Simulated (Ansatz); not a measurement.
**Self-consistent run of Ni**

The task is one self-consistent run of Ni. The cell (1 atom) is Ni in the measured crystal structure (space group Fm-3m). Source: COD entry 2102263, which need not be the ambient phase.

Computed with Ansatz 0.2.0 (DFT PBE, PAW, plane waves, scalar-relativistic, unless a step's input says otherwise).

## (1) Starting point

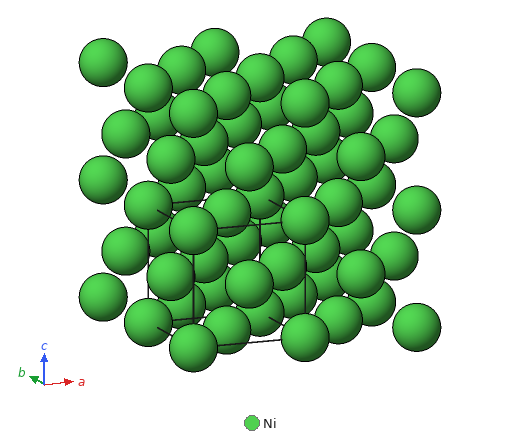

The starting structure, seen slightly off an axis (nickel green). 2×2×2 cells are drawn. Atoms on the faces are drawn again on the opposite ones. The cell drawn here is the conventional one.

Coordinates:

```cif
data_structure
_symmetry_space_group_name_H-M 'Fm-3m'
_symmetry_Int_Tables_number 225
_cell_length_a 3.5439
_cell_length_b 3.5439
_cell_length_c 3.5439
_cell_angle_alpha 90.000
_cell_angle_beta 90.000
_cell_angle_gamma 90.000
_cell_volume 44.51
loop_
_atom_site_label
_atom_site_type_symbol
_atom_site_symmetry_multiplicity
_atom_site_Wyckoff_symbol
_atom_site_fract_x
_atom_site_fract_y
_atom_site_fract_z
_atom_site_occupancy
Ni1 Ni 4 a 0.00000 0.00000 0.00000 1
```

In tables a label like Ni1 counts atoms in the order of input.yaml; a structure file may count by element.

The search for lower states is off throughout, and inputs that name a mixer don't switch to direct minimisation unless they say so. Spin is collinear, with starting moments Ni1 2.00 μB. β is the mixing step of the charge; the magnetisation has a step of its own, which the program sets unless it is named.

## (2) The run

The input, input.yaml:

```yaml
crystal:
  lattice:
    - [0.0, 1.77195, 1.77195]
    - [1.77195, 0.0, 1.77195]
    - [1.77195, 1.77195, 0.0]
  atoms:
    - { symbol: Ni, position: [0.0, 0.0, 0.0], spin: 2.0 }
magnetization:
  spin_polarized: true
hamiltonian:
  xc: pbe
  pseudopotentials: { kind: paw }
basis:
  ecutwfc: 420
kpoints:
  mp_grid: { grid: [12, 12, 12] }
scf:
  occupations: { method: fermi_dirac, width: 0.05 }
  lower_state_search: "off"
  algorithm: density_mixing
  max_iter: 100
  mixing: { algorithm: broyden, ndim: 8, beta: 1.2 }
output:
  forces: true
  stress: true
```

Command:

```
> ansatz run input.yaml --threads 2 --pin off --max-ram 5120MiB --backend cpu --events-out ev --progress --plain --runs-dir out
```

The log of the run:

```text
Error: invalid value for `scf.mixing.beta`: must be finite and in (0, 1]; got 1.2
```

It took 0.02 s on 2 threads of Arm Neoverse V2, shared host; peak memory 0.031 GiB.

## (3) Reading the log

The input was refused before the first iteration. Its message: invalid value for `scf.mixing.beta`: must be finite and in (0, 1]; got 1.2

Remedies tried next, one at a time: β lowered to 0.3; back to the default settings.

## (4) β lowered to 0.3

Changes to input.yaml since step 2:

```diff
@@ -21,3 +21,3 @@
   max_iter: 100
-  mixing: { algorithm: broyden, ndim: 8, beta: 1.2 }
+  mixing: { algorithm: broyden, ndim: 8, beta: 0.3 }
 output:
```

Command:

```
> ansatz run input.yaml --threads 2 --pin off --max-ram 5120MiB --backend cpu --events-out ev --progress --plain --runs-dir out
```

The log of the run, cut to the lines that bear on the results:

```text
[...]
Pseudopotentials: kind: paw
Pseudopotential: Ni, paw, valence charge 18, recommended cutoff 420 eV (normal), Ni.paw.azcp
Functional definition: PBE
[...]
Crystal: 1 atoms, lattice volume = 11.127 Å³
Basis set: ecut = 420 eV, 229 PW (Γ), exchange–correlation on 36×36×36 points (8 copies of the dense FFT grid, shifted against one another)
Bands: 14, of which v1, the nominal top of the filled ones, is band 9 counted from 1 (8 counted from 0)
Symmetry: 48 space group operations
Space group: Fm-3m (ITA 225), of the structure as read, at distance tolerance 2.2e-5 Å
Magnetic group: BNS 225.116 (UNI 1618), of the structure as read, at distance tolerance 2.2e-5 Å
k-points: 72 of 1728
[...]
Starting moments: Σ|m| = 2 μB on 1 of 1 site
[...]
this state was not tested for a lower state beside it, because the mixer in use, unlike msr1, does not test its closes by its own steps (another_mixer; see scf.mixing.algorithm and scf.lower_state_search)
SCF converged after 12 iterations
Magnetization: 0.6930 μB (9.3465 up, 8.6535 down)
Absolute magnetization: 0.7922 μB (∫|ρ↑−ρ↓|, with the PAW one-centre terms)
Spin contamination: 0.0083 ħ² per cell (⟨S²⟩ above its minimum at these occupations)
Per-site moments (μB) at R_I (Å): [(0.7348889770884258, 1.03369023526189)]
Free energy (F): -5839.725060 eV
[...]
E sigma→0 (E₀):  -5839.718315 eV
Entropy (-TS):   -0.013489 eV (-13.489 meV/atom)
Fermi energy:    17.680110 eV
[...]
--- Forces (eV/Å), atoms counted from 1 ---
  atom   1  Ni    -0.00000000     0.00000000     0.00000000
[...]
--- Stress (GPa, compression-positive) ---
       -3.660087      -0.000000      -0.000000
        0.000000      -3.660087      -0.000000
        0.000000      -0.000000      -3.660087
  P = ⅓ Tr σ = -3.6601 GPa (-36.601 kbar)
```

Wall time 1.1 s (2 threads of Arm Neoverse V2, shared host); peak memory 0.25 GiB.

Converged in 12 iterations, ferromagnetic, site moments Ni1 0.73 μB, total 0.69 μB per cell, no gap on the k-mesh.

## (5) Back to the default settings

Changes to input.yaml since step 2:

```diff
@@ -19,5 +19,2 @@
   lower_state_search: "off"
-  algorithm: density_mixing
-  max_iter: 100
-  mixing: { algorithm: broyden, ndim: 8, beta: 1.2 }
 output:
```

Command:

```
> ansatz run input.yaml --threads 2 --pin off --max-ram 5120MiB --backend cpu --events-out ev --progress --plain --runs-dir out
```

Its history (converged in 10 iterations):

| iteration | Harris–Foulkes energy + 5840 (eV) | largest residual (eV) | M (μB) | ∫|m| (μB) |
| --- | --- | --- | --- | --- |
| 1 | 0.5512 | 1.40e+00 | 0.96 | 1.06 |
| 2 | 0.4413 | 9.82e-01 | 0.84 | 0.97 |
| 3 | 0.2702 | 2.74e-02 | 0.71 | 0.83 |
| 4 | 0.2761 | 9.46e-03 | 0.65 | 0.76 |
| 5 | 0.2756 | 1.53e-03 | 0.68 | 0.79 |
| 6 | 0.2749 | 1.50e-04 | 0.69 | 0.80 |
| 7 | 0.2749 | 2.26e-05 | 0.69 | 0.79 |
| 8 | 0.2749 | 5.31e-06 | 0.69 | 0.79 |
| 9 | 0.2749 | 7.45e-08 | 0.69 | 0.79 |
| 10 | 0.2749 | 2.52e-09 | 0.69 | 0.79 |

Wall time 0.99 s (2 threads of Arm Neoverse V2, shared host); peak memory 0.25 GiB.

The run closes after 10 iterations, ferromagnetic, site moments Ni1 0.73 μB, total 0.69 μB per cell, no gap on the k-mesh. Against step 4: the same free energy.

## (6) All tries on one scale

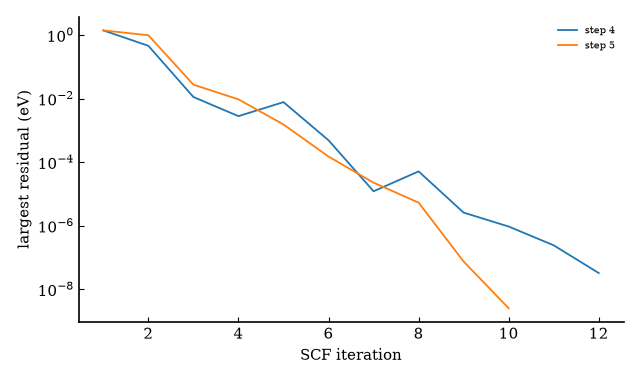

Residual along the iterations.

## (7) Outcome

| quantity | value |
| --- | --- |
| first try | input refused |
| step 4: β lowered to 0.3 | converged in 12 iterations |
| step 5: the default settings | converged in 10 iterations |
| state reached in step 5 | ferromagnetic, site moments Ni1 0.73 μB, total 0.69 μB per cell, no gap on the k-mesh |
| largest force there | 0.000 eV/Å |

What this shows: The run converges under 2 of the 2 changes tried; with “the default settings” it takes 10 iterations.
